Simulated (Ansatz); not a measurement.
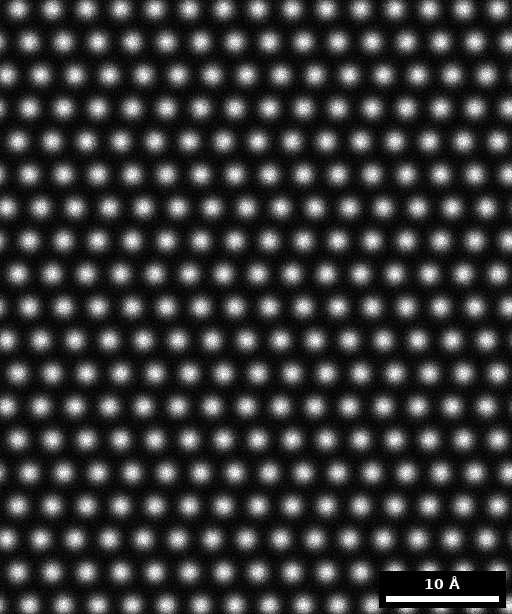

HAADF-like image of Bi (P6_3/mmc, No. 194) along [100]. Simulated incoherent Z contrast: every atom adds Z^1.7 spread by a probe of 1.30 Å full width; channelling and multiple scattering are left out. The probe carries 15 % of its weight in a tail 2.5 times as wide. Shot noise was added.

One planar defect was built into the perfect crystal by geometry alone, without relaxation. Host structure: the input geometry of an electronic-structure calculation (not necessarily at equilibrium); the starting structure was generated, so it need not be a known form of this composition.

Where does the periodic pattern break, and how?

Answer. A planar fault (a stacking fault) runs horizontally about 32 Å below the top edge. The part above it is shifted along the boundary by 1/3 of the 3.08 Å repeat of the rows (1.0 Å to the right, the same as 2.1 Å to the left); both parts keep the same orientation.
